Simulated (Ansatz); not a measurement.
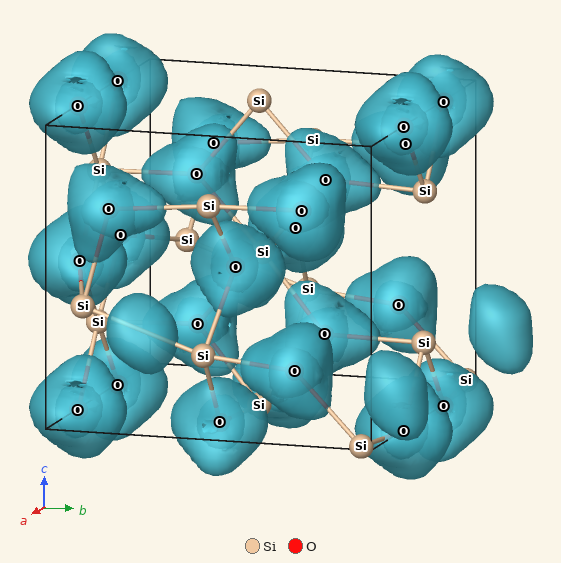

Figure 1: Si₈O₁₅ (cell charge −2, with a compensating background) (cell with a defect). Isosurface of the ELF at 0.75 (cyan), seen slightly off an axis. Only the valence region is drawn (cores and ρ < 0.01 e/Å³ removed). Sticks mark near contacts.

PAW files of the earlier set (soft_1).

Theory: DFT PBE-D3(BJ), scalar-relativistic, plane waves, PAW in Ansatz.

Core electrons are frozen (PAW), and the valence fields are smoothed inside the atomic spheres.

```yaml
crystal:
  lattice:
    - [-4.12460, -4.12460, 0.00000]
    - [4.12460, -4.12460, 0.00000]
    - [0.00000, 0.00000, 5.29480]
  atoms:
    - { symbol: Si, position: [0.49984, 0.49589, 0.00676] }
    - { symbol: Si, position: [0.99965, 0.48412, 0.27569] }
    - { symbol: O, position: [0.20149, 0.47121, 0.01114] }
    - { symbol: O, position: [0.79830, 0.47169, 0.01108] }
    - { symbol: O, position: [0.00019, 0.76467, 0.24476] }
    - { symbol: Si, position: [0.49997, 0.50629, 0.50941] }
    - { symbol: Si, position: [0.99999, 0.50068, 0.76843] }
    - { symbol: O, position: [0.20788, 0.51526, 0.52543] }
    - { symbol: O, position: [0.99993, 0.19556, 0.73760] }
    - { symbol: O, position: [0.79203, 0.51653, 0.52559] }
    - { symbol: O, position: [0.00037, 0.78747, 0.77397] }
    - { symbol: Si, position: [0.00013, 0.96974, 0.01131] }
    - { symbol: Si, position: [0.49996, 0.00051, 0.24536] }
    - { symbol: O, position: [0.69038, 0.00153, 0.99637] }
    - { symbol: O, position: [0.49971, 0.69622, 0.25185] }
    - { symbol: O, position: [0.30972, 0.00172, 0.99618] }
    - { symbol: O, position: [0.50020, 0.30696, 0.25946] }
    - { symbol: Si, position: [0.99988, 0.11401, 0.41266] }
    - { symbol: Si, position: [0.50017, 0.00441, 0.74389] }
    - { symbol: O, position: [0.69853, 0.00785, 0.48804] }
    - { symbol: O, position: [0.49961, 0.70057, 0.76074] }
    - { symbol: O, position: [0.30163, 0.00842, 0.48829] }
    - { symbol: O, position: [0.50039, 0.30402, 0.75186] }
```

Question: Describe the localisation domains.

Answer: The surface consists of two regions between bonded Si–Si atoms (shared pairs) and 15 regions on O in which the atom's valence shell and bonds are merged, counted in one cell of 23 atoms. Any copies at cell faces, edges or corners count once. Profiles from the grid: Si–O (1.64 Å): the ELF peaks at about 0.85 between the atoms. Si–Si (2.28 Å): the ELF peaks at about 1 between the atoms.

Question: Metal or insulator at this level of theory?

Answer: It is gapped, with a Kohn–Sham gap of 1.6 eV on the k-point mesh (the band edges may lie off the mesh, which would make the gap smaller).
